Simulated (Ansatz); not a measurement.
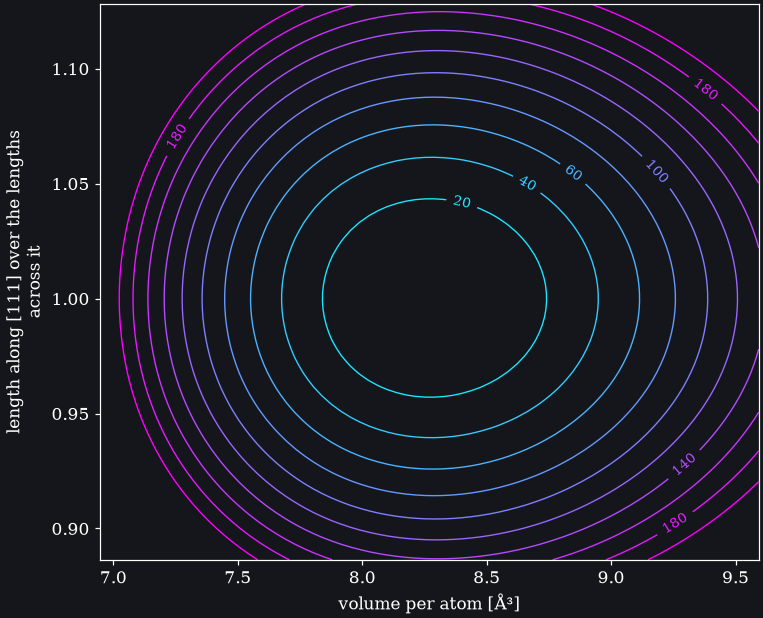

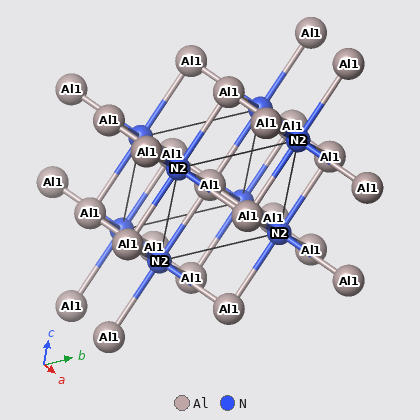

Energy landscape of AlN (Fm-3m, No. 225; 2 atoms in the cell). The energy is mapped over volume and the cell's shape. First axis: volume per atom. Second axis: length along [111] over the lengths across it, relative to the cubic cell. Nothing is relaxed (symmetry fixes all fractional coordinates). The grid has 7 × 7 points. Points are written as (first, second). All energies are given in meV/atom relative to the lowest grid point. Level of theory: Ansatz 0.2.0, DFT PBEsol, scalar-relativistic, plane waves, PAW. Settings: cutoff 520 eV, k-mesh 10×10×10, gaussian smearing 0.05 eV, no spin polarisation.

The picture shows contour lines labelled in meV/atom (none above 200). Between grid points the surface is interpolated. The second picture is the structure at the lowest point

Where are the wells?

The lowest grid point is at (8.27 Å³, 1.000). No other kind of well shows on this grid. The highest grid point, (6.95 Å³, 1.128), lies 410 meV/atom above the lowest. Round the minimum the two coordinates are nearly uncoupled. The gap on the k-mesh is 4.5 eV at the lowest point and runs from 1.8 to 5.0 eV over the map.

Each point was launched as `ansatz run input.yaml --threads 1 --pin off --max-ram 2048MiB --backend cpu --events-out ev --progress --plain --runs-dir out`. The whole map (49 points run) took 87 s on 1 thread of Intel(R) Xeon(R) Platinum 8259CL CPU @ 2.50GHz (Skylake/Cascade Lake), with other jobs on the host.

PAW datasets: the set soft_1.
